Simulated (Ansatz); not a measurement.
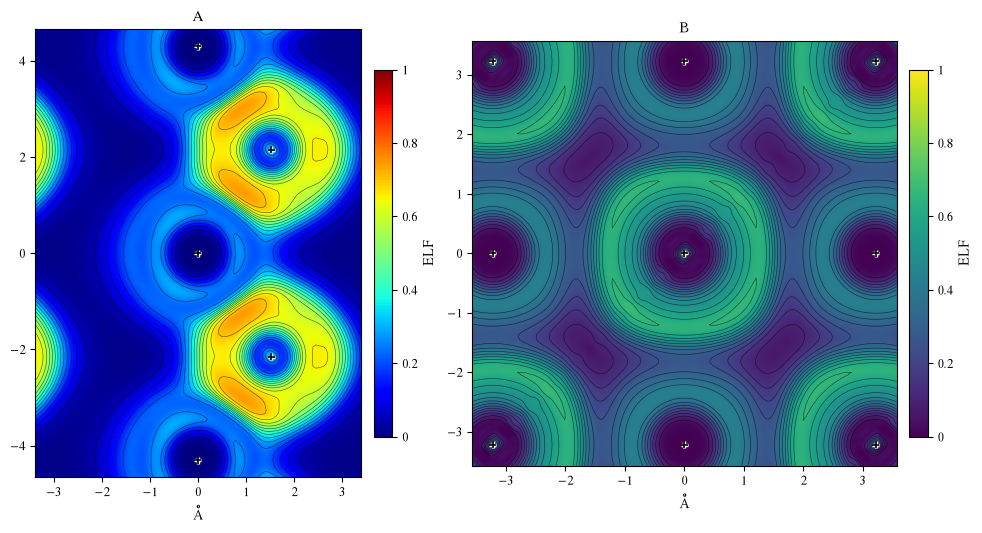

The ELF of 2 systems, each on a plane through atoms (crosses mark nuclei in the plane).

Method: DFT PBEsol, scalar-relativistic, plane waves, PAW (Ansatz).

System 1: TePb, the (001) plane of the conventional cell. Space group Fm-3m.

```cif
data_structure
_symmetry_space_group_name_H-M 'P 1'
_symmetry_Int_Tables_number 1
_cell_length_a 6.4431
_cell_length_b 6.4431
_cell_length_c 6.4431
_cell_angle_alpha 90.000
_cell_angle_beta 90.000
_cell_angle_gamma 90.000
_cell_volume 267.48
loop_
_atom_site_label
_atom_site_type_symbol
_atom_site_fract_x
_atom_site_fract_y
_atom_site_fract_z
_atom_site_occupancy
Te1 Te 0.50000 0.00000 0.00000 1
Te2 Te 0.00000 0.50000 0.00000 1
Te3 Te 0.00000 0.00000 0.50000 1
Te4 Te 0.50000 0.50000 0.50000 1
Pb1 Pb 0.00000 0.00000 0.00000 1
Pb2 Pb 0.50000 0.50000 0.00000 1
Pb3 Pb 0.50000 0.00000 0.50000 1
Pb4 Pb 0.00000 0.50000 0.50000 1
```

System 2: InAs, the (011) plane of the conventional cell. Space group F-43m; a generated structure, not necessarily the stable one.

```
CELL_PARAMETERS angstrom
6.08778 0.00000 0.00000
0.00000 0.00000 -6.08778
0.00000 6.08778 0.00000
ATOMIC_POSITIONS crystal
In 0.50000 0.50000 0.00000
In 0.00000 0.50000 0.50000
In 0.00000 0.00000 0.00000
In 0.50000 0.00000 0.50000
As 0.25000 0.75000 0.25000
As 0.75000 0.75000 0.75000
As 0.75000 0.25000 0.25000
As 0.25000 0.25000 0.75000
```

**Which map belongs to which system?**

Panel A is system 2, InAs: the plane holds In and As. In–As (2.64 Å): the ELF peaks at about 0.75 between the atoms. Panel B is system 1, TePb: the plane holds Te and Pb. Te–Pb (3.22 Å): the ELF peaks at about 0.65 in the valence shell of Te, 1.2 Å from its nucleus, and drops to about 0.25 between the two atoms.
